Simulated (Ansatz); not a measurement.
Cell and atoms:

```
CELL_PARAMETERS angstrom
3.77776 0.00000 0.00000
0.00000 3.77776 0.00000
0.00000 0.00000 9.58419
ATOMIC_POSITIONS crystal
Ti 0.00000 0.50000 0.25000
Ti 0.50000 0.50000 0.50000
O 0.00000 0.50000 0.45725
O 0.50000 0.50000 0.29275
O 0.50000 0.00000 0.54275
O 0.00000 0.00000 0.20725
Ti 0.50000 0.00000 0.75000
Ti 0.00000 0.00000 0.00000
O 0.50000 0.00000 0.95725
O 0.00000 0.00000 0.79275
O 0.00000 0.50000 0.04275
O 0.50000 0.50000 0.70725
```

> What does this file describe?

Composition: TiO2. Space group: I4_1/amd (No. 141). Lattice: body-centred tetragonal. Prototype: anatase. Counting shared atoms by their share gives 4 Ti, 8 O, or 12 atoms. Each Ti atom is coordinated by six O at 1.93 to 1.99 Å. The neighbours of O are three Ti at 1.93 to 1.99 Å. Not all metal-metal contacts are counted. The bonds build a three-dimensional framework.

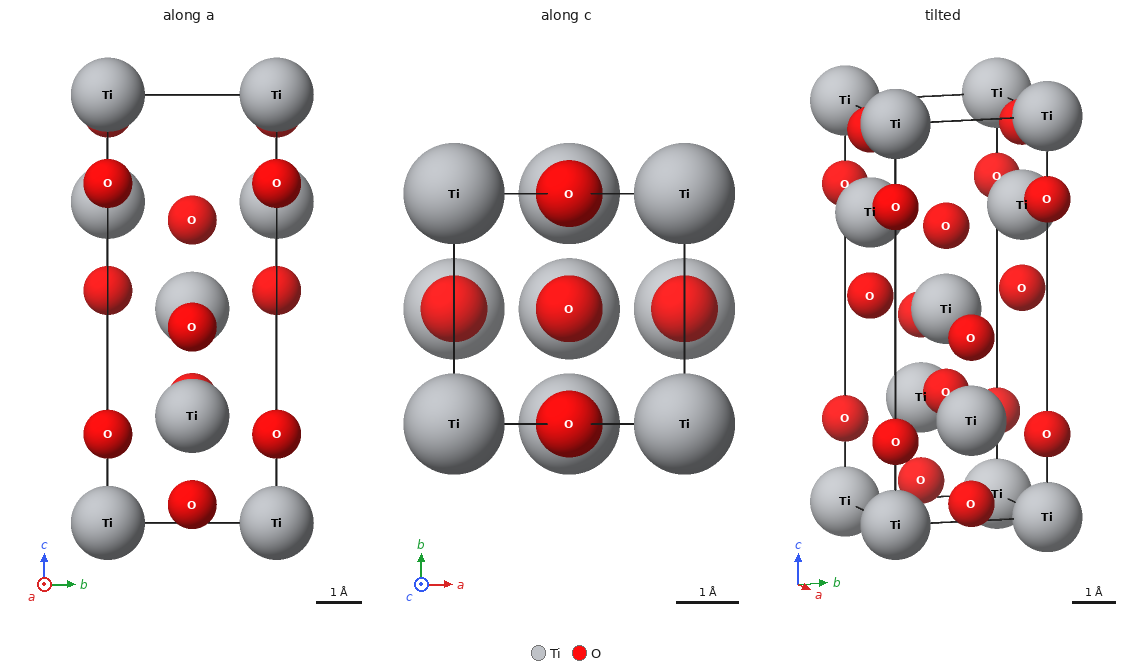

A spheres-only picture of a crystal structure, seen along the a axis, along the c axis and slightly off an axis. One conventional unit cell is framed, with atoms on its boundary repeated.

Starting structure: a structure listed in the Materials Project. Earlier steps of the study may have refined or changed the cell and positions. It was the input of a calculation with Ansatz.
